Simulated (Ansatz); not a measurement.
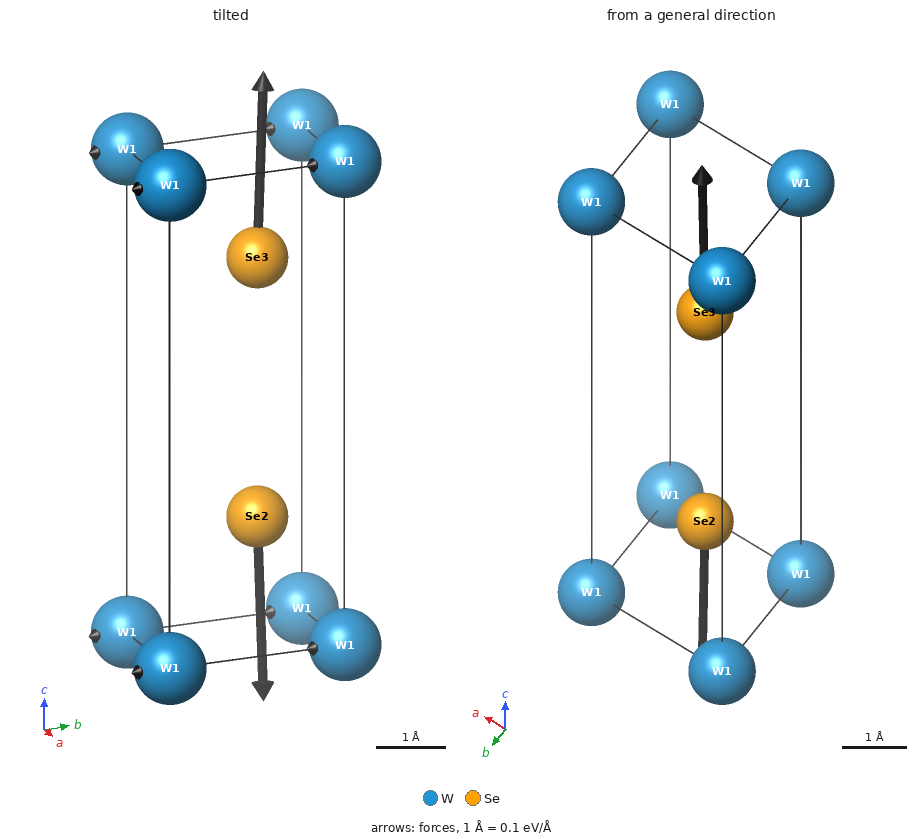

Shown here is a spheres-only view of the crystal, taken slightly off an axis and from a general direction. The cell (the run's own, in a reduced setting) is drawn as a box. The arrows are the computed forces on the atoms.

System: WSe₂. The calculation used Ansatz, DFT, HSE06, plane waves, PAW, with E_cut = 420 eV, k-points about 0.38 Å⁻¹ apart, no spin polarisation.

### Are the forces small enough to call this converged?

No. The atoms still feel forces of up to about 0.23 eV/Å, far above a usual threshold of 0.01 to 0.03 eV/Å.

### Which atom is pushed hardest?

Se2 and Se3, about 0.23 eV/Å.

It goes back to a structure listed in the Materials Project. The cell was then strained or its atoms displaced on purpose. Ansatz was used for an electronic-structure calculation on it.
